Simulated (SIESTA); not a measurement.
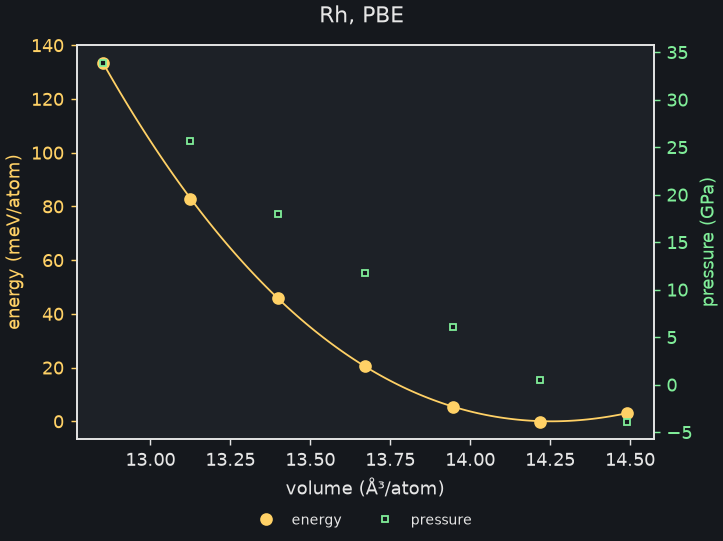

Energy and pressure against volume for Rh, space group Fm-3m (No. 225).

A third-order Birch–Murnaghan fit gives V0 = 14.25 Å³/atom, B0 = 254 GPa and B′ = 4.7. The energy is 134 meV/atom at volume 12.85 Å³/atom and 3 meV/atom at 14.49 Å³/atom; the lowest computed point is at volume 14.22 Å³/atom (0 meV/atom), in a single well. The pressure falls from 33.90 GPa at volume 12.85 Å³/atom to −3.88 GPa at 14.49 Å³/atom, and changes sign near 14.25 Å³/atom.

Method: DFT in numerical atomic orbitals with pseudopotentials, no spin polarisation; energies at scaled volumes of the given cell, shape and fractions fixed, counted from the fit's minimum, third-order Birch-Murnaghan fit (SIESTA 5.4.2). Level: PBE.

| setting | value |
| --- | --- |
| k mesh | 12×12×12 |
| occupations | Fermi–Dirac |
| smearing width | 0.05 eV |
| potentials | PseudoDojo 0.4 standard, converted to PSML, two zetas on semicore shells |
| program settings | basis DZP, mesh cutoff 800 Ry |

Cell as given: a = 2.684 Å, b = 2.684 Å, c = 2.684 Å, α = 60.00°, β = 60.00°, γ = 60.00°; 1 atom.

Limits of the calculation: mulliken charges of long orbitals.
